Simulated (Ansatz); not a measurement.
**Two runs on AlGa3N4**

System: AlGa3N4 (Cm, 8 atoms in the cell).
Method of run A: DFT PBEsol, scalar-relativistic, plane waves, PAW, no spin polarisation (Ansatz 0.2.0).

The structure derives from a Materials Project entry. Text and figures count atoms from 1; the logs count them from 0 in places.

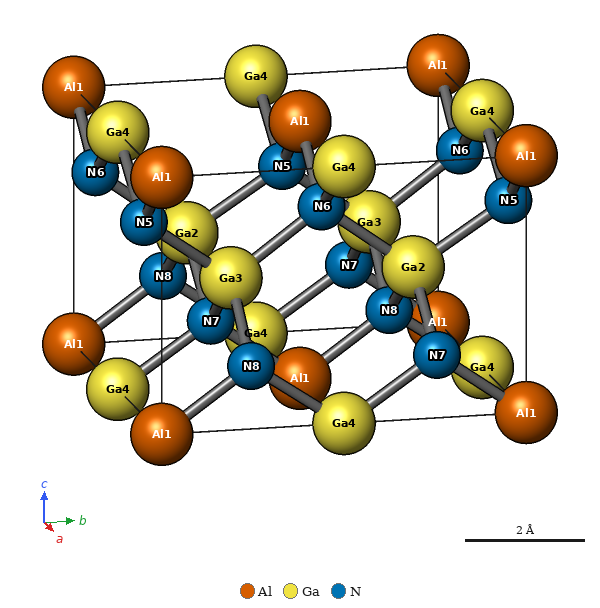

Figure 1. The structure as given in the input (ball-and-stick view of the cell 2 times as large as that of the calculation, set on its symmetry axes, seen slightly off an axis; atoms are numbered from 1 in the order of the input). An atom can appear more than once, as a periodic image.

Input file, run A:
```yaml
crystal:
  lattice:
    - [4.4676279261, 0.0, 0.0]
    - [0.0, 4.4676279261, 0.0]
    - [0.0, 0.0, 4.4676279261]
  atoms:
    - { symbol: Al, position: [0.0, 0.0, 0.0] }
    - { symbol: Ga, position: [0.5, 0.5, 0.0] }
    - { symbol: Ga, position: [0.5, 0.0, 0.5] }
    - { symbol: Ga, position: [0.0, 0.5, 0.5] }
    - { symbol: "N", position: [0.755030922, 0.7965776965, 0.2034223035] }
    - { symbol: "N", position: [0.755030922, 0.244969078, 0.755030922] }
    - { symbol: "N", position: [0.244969078, 0.755030922, 0.755030922] }
    - { symbol: "N", position: [0.244969078, 0.244969078, 0.244969078] }
basis:
  ecutwfc: 420
kpoints:
  mp_grid: { grid: [6, 6, 6] }
hamiltonian:
  xc: pbesol
scf:
  occupations: { method: gaussian, width: 0.05 }
output:
  forces: true
  stress: true
  eigenvalues: true
```

Launched with:
```bash
ansatz run input.yaml --threads 2 --pin off --max-ram 5120MiB --backend cpu --events-out ev --progress --plain --runs-dir out
```

Hardware: 2 threads of Intel Xeon @ 2.50GHz (Skylake/Cascade Lake), 189 GiB of memory available, shared host.

Output, shortened to warnings, some set-up lines, iterations and results (run A):
```
Basis set: ecut = 420 eV, 1743 PW (Γ), exchange–correlation on 60×60×60 points (8 copies of the dense FFT grid, shifted against one another)
Symmetry: 2 space group operations
k-points: 68 of 216 (time reversal used)
Initial density: superposition of atomic densities (neutral atoms: chi_scale 0, normalization atom), corrected by the library's trained network
[...]
SCF iter   1: F=—  HF=-13273.779173 eV  |F-HF|=—  |Δ(HF+E_count)|=         —  Δρ=1.21e-2  dr2=1.32e-1  ethr=1.77e-3  ⟨swp⟩=6.6  Hψ=10844  notcnv=0
SCF iter   2: F=—  HF=-13273.742568 eV  |F-HF|=—  |Δ(HF+E_count)|=   3.66e-2  Δρ=1.87e-3  dr2=2.75e-3  ethr=2.12e-4  ⟨swp⟩=2.0  Hψ=4139  notcnv=0  defer=186
SCF iter   3: F=—  HF=-13273.742215 eV  |F-HF|=—  |Δ(HF+E_count)|=   3.52e-4  Δρ=8.95e-4  dr2=5.64e-4  ethr=4.44e-6  ⟨swp⟩=2.8  Hψ=4690  notcnv=0  defer=118
SCF iter   4: F=—  HF=-13273.742238 eV  |F-HF|=—  |Δ(HF+E_count)|=   2.32e-5  Δρ=3.31e-4  dr2=9.50e-5  ethr=9.10e-7  ⟨swp⟩=2.0  Hψ=4265  notcnv=0  defer=118
SCF iter   5: F=—  HF=-13273.742120 eV  |F-HF|=—  |Δ(HF+E_count)|=   1.19e-4  Δρ=1.08e-4  dr2=6.77e-6  ethr=1.53e-7  ⟨swp⟩=2.0  Hψ=4548  notcnv=0  defer=118
SCF iter   6: F=—  HF=-13273.742124 eV  |F-HF|=—  |Δ(HF+E_count)|=   4.13e-6  Δρ=2.66e-5  dr2=6.38e-7  ethr=1.09e-8  ⟨swp⟩=2.0  Hψ=4266  notcnv=0  defer=118
SCF iter   7: F=-13273.742124 eV  HF=-13273.742124 eV  |F-HF|=9.37e-9  |Δ(HF+E_count)|=   1.51e-7  Δρ=8.57e-6  dr2=4.77e-8  ethr=1.61e-10  ⟨swp⟩=8.0  Hψ=10847  notcnv=0
SCF 1 converged in 7 iterations: F = -13273.742124 eV  dr2 = 4.77e-8
SCF converged after 7 iterations
Free energy (F): -13273.742124 eV
Harris-Foulkes:  -13273.742124 eV  (|F-HF|=9.37e-9)
Internal energy: -13273.742124 eV  (E = F + TS)
E sigma→0 (E₀):  -13273.742124 eV
Fermi energy:    10.007231 eV
--- Per-component energies (eV) ---
  E_band       = -22.508452
  E_kinetic    = 899.516602
  E_local      = -6453.712546  (includes V_loc(G=0)·N_el)
  E_nonlocal   = 1482.979225
  E_hartree    = 2946.370836
  E_xc         = -483.694917
  E_vxc        = -508.890770  (∫ρ·V_xc dr)
  E_paw        = -6806.088921  (= ΣΔE_a)
  E_vpaw       = -1335.133458  (= ΣTr[D̂ρ^β])
  E_aug_tail   = 0.000159  (compensation charges beyond the density's cutoff)
  E_ewald      = -4861.833030
  E_core_change = 2.720468  (= ΣΔE_core)
  E_smearing   = -0.000000  (= −TS)
  E_closure    = 0.000000  (closes the sum)
  Σ components = -13273.742124   (vs F -13273.742124, Δ=0.00e0)
--- Forces (eV/Å), atoms counted from 1 ---
  atom   1  Al     2.17372982     1.99702528    -1.99702528
  atom   2  Ga     0.15505250     0.24408414    -0.07076301
  atom   3  Ga     0.15505250     0.07076301    -0.24408414
  atom   4  Ga    -0.25374812     0.49685077    -0.49685077
  atom   5  N     -2.26831843    -3.76306145     3.76306145
  atom   6  N      0.00845322     0.52537650    -0.52537650
  atom   7  N      0.01486323    -0.05619732    -0.48511438
  atom   8  N      0.01486323     0.48511438     0.05619732
  max |Σ_I F_I| component: 5.20e-5 eV/Å
--- Stress (GPa, compression-positive) ---
        3.751207       3.742586      -3.742586
        3.742598       1.443995      -2.681178
       -3.742598      -2.681178       1.443995
  P = ⅓ Tr σ = 2.2131 GPa (22.131 kbar)
```

For run B the input was changed thus:
```diff
+  ecutrho_ratio: 9
+  eigensolver: { kind: davidson }
```

How does run B compare with run A?

The energy doesn't change within 0.01 meV per atom. The SCF takes 8 iterations against 7. On the same kind of shared host run B took about 2 times as long.

Output, shortened to warnings, some set-up lines, iterations and results (run B):
```
Basis set: ecut = 420 eV, 1743 PW (Γ), exchange–correlation on 90×90×90 points (8 copies of the dense FFT grid, shifted against one another)
Symmetry: 2 space group operations
k-points: 68 of 216 (time reversal used)
Initial density: superposition of atomic densities (neutral atoms: chi_scale 0, normalization atom), corrected by the library's trained network
[...]
SCF iter   1: F=—  HF=-13273.777912 eV  |F-HF|=—  |Δ(HF+E_count)|=         —  Δρ=1.18e-2  dr2=1.27e-1  ethr=1.77e-3  ⟨swp⟩=13.6  Hψ=12803  notcnv=1
SCF iter   2: F=—  HF=-13273.742478 eV  |F-HF|=—  |Δ(HF+E_count)|=   3.54e-2  Δρ=1.92e-3  dr2=3.24e-3  ethr=5.30e-6  ⟨swp⟩=2.6  Hψ=11745  notcnv=0  defer=5
SCF iter   3: F=—  HF=-13273.742035 eV  |F-HF|=—  |Δ(HF+E_count)|=   4.42e-4  Δρ=8.63e-4  dr2=5.06e-4  ethr=5.22e-6  ⟨swp⟩=3.0  Hψ=5004  notcnv=0
SCF iter   4: F=—  HF=-13273.742099 eV  |F-HF|=—  |Δ(HF+E_count)|=   6.34e-5  Δρ=2.96e-4  dr2=8.11e-5  ethr=8.17e-7  ⟨swp⟩=3.1  Hψ=6383  notcnv=0
SCF iter   5: F=—  HF=-13273.742035 eV  |F-HF|=—  |Δ(HF+E_count)|=   6.36e-5  Δρ=1.48e-4  dr2=9.09e-6  ethr=1.31e-7  ⟨swp⟩=4.0  Hψ=7383  notcnv=0
SCF iter   6: F=—  HF=-13273.742103 eV  |F-HF|=—  |Δ(HF+E_count)|=   6.79e-5  Δρ=3.55e-5  dr2=1.15e-6  ethr=1.47e-8  ⟨swp⟩=2.4  Hψ=4588  notcnv=0
SCF iter   7: F=—  HF=-13273.742104 eV  |F-HF|=—  |Δ(HF+E_count)|=   3.28e-7  Δρ=1.08e-5  dr2=6.74e-8  ethr=1.86e-9  ⟨swp⟩=4.0  Hψ=7150  notcnv=0
SCF iter   8: F=-13273.742104 eV  HF=-13273.742104 eV  |F-HF|=1.10e-8  |Δ(HF+E_count)|=   1.01e-8  Δρ=8.34e-6  dr2=4.24e-8  ethr=1.09e-10  ⟨swp⟩=4.0  Hψ=7792  notcnv=0
SCF 1 converged in 8 iterations: F = -13273.742104 eV  dr2 = 4.24e-8
  Residual-converged pass: ⟨swp⟩=2.0  Hψ=3754  notcnv=0  max |occ|·‖R‖ = 6.1e-6 eV (tolerance 6.7e-6 eV)  dr2=4.25e-8  dr2_onsite=2.76e-8  max |Δocc| = 2.0e-208
SCF converged after 8 iterations
Free energy (F): -13273.742104 eV
Harris-Foulkes:  -13273.742104 eV  (|F-HF|=1.10e-8)
Internal energy: -13273.742104 eV  (E = F + TS)
E sigma→0 (E₀):  -13273.742104 eV
Fermi energy:    10.007227 eV
--- Per-component energies (eV) ---
  E_band       = -22.500615
  E_kinetic    = 899.518030
  E_local      = -6453.706770  (includes V_loc(G=0)·N_el)
  E_nonlocal   = 1482.979283
  E_hartree    = 2946.364629
  E_xc         = -483.695112
  E_vxc        = -508.891063  (∫ρ·V_xc dr)
  E_paw        = -6806.089602  (= ΣΔE_a)
  E_vpaw       = -1335.140623  (= ΣTr[D̂ρ^β])
  E_aug_tail   = 0.000000  (compensation charges beyond the density's cutoff)
  E_ewald      = -4861.833030
  E_core_change = 2.720468  (= ΣΔE_core)
  E_smearing   = -0.000000  (= −TS)
  E_closure    = -0.000000  (closes the sum)
  Σ components = -13273.742104   (vs F -13273.742104, Δ=0.00e0)
--- Forces (eV/Å), atoms counted from 1 ---
  atom   1  Al     2.17391250     1.99714938    -1.99714938
  atom   2  Ga     0.15498007     0.24404003    -0.07079660
  atom   3  Ga     0.15498007     0.07079660    -0.24404003
  atom   4  Ga    -0.25370860     0.49680079    -0.49680079
  atom   5  N     -2.26825739    -3.76300727     3.76300727
  atom   6  N      0.00850827     0.52533536    -0.52533536
  atom   7  N      0.01481369    -0.05616647    -0.48507045
  atom   8  N      0.01481369     0.48507045     0.05616647
  max |Σ_I F_I| component: 4.23e-5 eV/Å
--- Stress (GPa, compression-positive) ---
        3.750604       3.742745      -3.742745
        3.742758       1.443316      -2.681258
       -3.742758      -2.681258       1.443316
  P = ⅓ Tr σ = 2.2124 GPa (22.124 kbar)
```

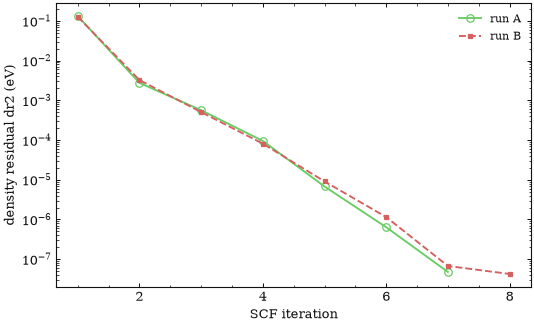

Figure 2. Convergence of the two runs: density residual dr2 against the SCF iteration. Run A takes 7 iterations in all, and run B takes 8.

The two runs side by side:

| quantity | run A | run B |
| --- | --- | --- |
| outcome | converged | converged |
| free energy per atom (eV) | −1659.2178 | −1659.2178 |
| gap on the mesh (eV) | 2.16 | 2.16 |
| pressure (GPa) | 2.21 | 2.21 |
| largest force (eV/Å) | 5.785 | 5.785 |
| SCF iterations | 7 | 8 |
| irreducible k-points | 68 | 68 |
| plane waves at Γ | 1743 | 1743 |
| wall time (shared host) | 22 s | 42 s |
